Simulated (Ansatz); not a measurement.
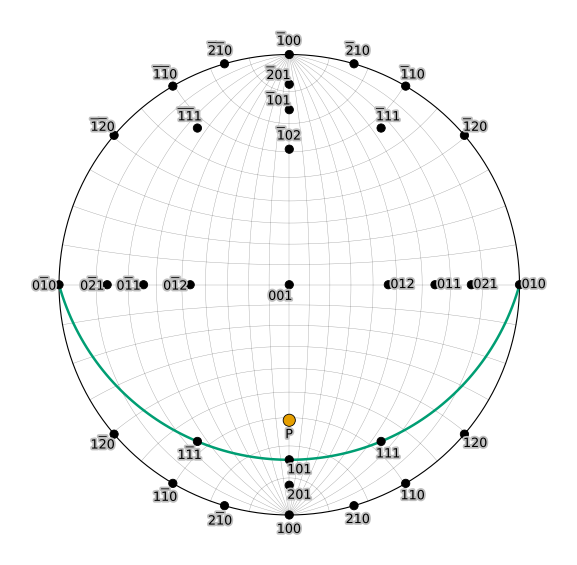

Stereographic projection of plane normals (upper hemisphere) centred on (0 0 1). Crystal: Rh, the end point of a relaxation with DFT PBEsol, scalar-relativistic, plane waves, PAW in Ansatz 0.2.0; the starting structure was generated, so it need not be a known form of this composition. All values are computed from the atomic coordinates in the standard setting (tolerance 0.002 Å).

a = 2.645 Å, b = 4.513 Å, c = 9.532 Å, α = 90.00°, β = 90.00°, γ = 90.00°.

> Index the pole marked P.

P is (1 0 2), 61.0° from the centre.

> Which zone does the coloured great circle trace?

The zone [1 0 −1]: its poles satisfy h − l = 0.

> What is the angle between the normals of (−1 0 2) and (1 0 2), and what are their d_hkl = 1/|g|?

121.9°; d = 2.313 Å and 2.313 Å.
